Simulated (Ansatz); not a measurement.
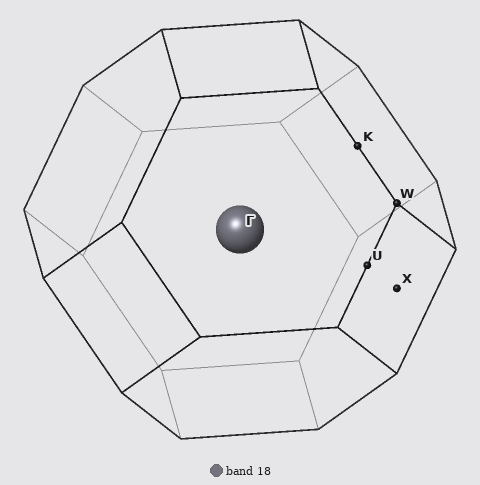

Constant-energy surfaces of CdF$_{2}$ (Fm-3m), 0.20 eV above the conduction-band minimum (one colour a band).

Method: Ansatz, DFT PBE, scalar-relativistic, plane waves, PAW; levels and slopes on a dense k mesh at the converged density. No spin polarisation. k mesh for the levels: 34×34×34. Cell and positions as given, without relaxation (residual pressure 5 GPa).

Masses come from a second pass at points close to the extrema; at the energies drawn a band may no longer be parabolic.

Q: Where are the valleys, how many are there, and what are their masses?

A: Band 18 forms the conduction edge. Within this energy: one minimum at Γ, mass 0.38 mₑ in all directions.

Spin-orbit coupling, left out here, can change the gap, its kind, the place of the band edges and the masses, since the compound holds Cd.
